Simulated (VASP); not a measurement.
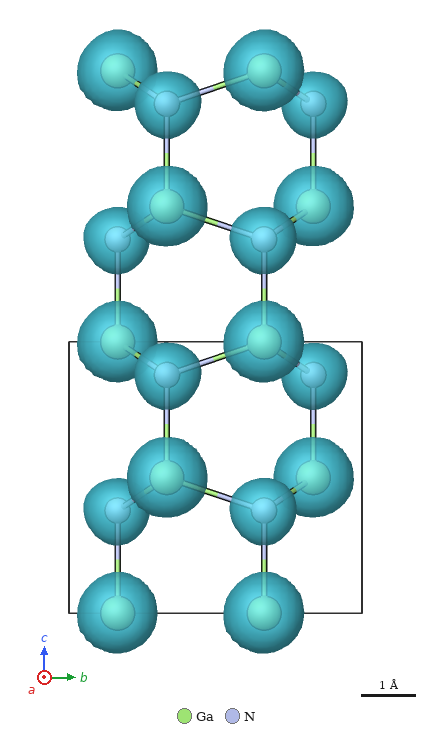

GaN. Isosurface of the valence charge density (pseudo) at 1.5 e/Å³ (cyan), seen along the a axis. Sticks mark near contacts.

Space group Cmc2₁; a generated structure, not necessarily the stable one; computed pressure about 3 GPa in this cell.

These are results of Kohn-Sham DFT of a periodic cell, LDA, VASP PAW LDA potentials, recommended in VASP, not measurements.

In a PAW calculation such maps are meaningful between the atoms, not at the nuclei.

> How is the density connected at this value?

At this value the density breaks into separate islands; it holds about 65 % of the electrons treated as valence. It bridges none of the near contacts. It is pinched off along the sampled Ga–N (1.92 Å) contacts. On the grid the lowest density along these lines, outside the cores, is 0.79 e/Å³ (Ga–N, 1.92 Å).
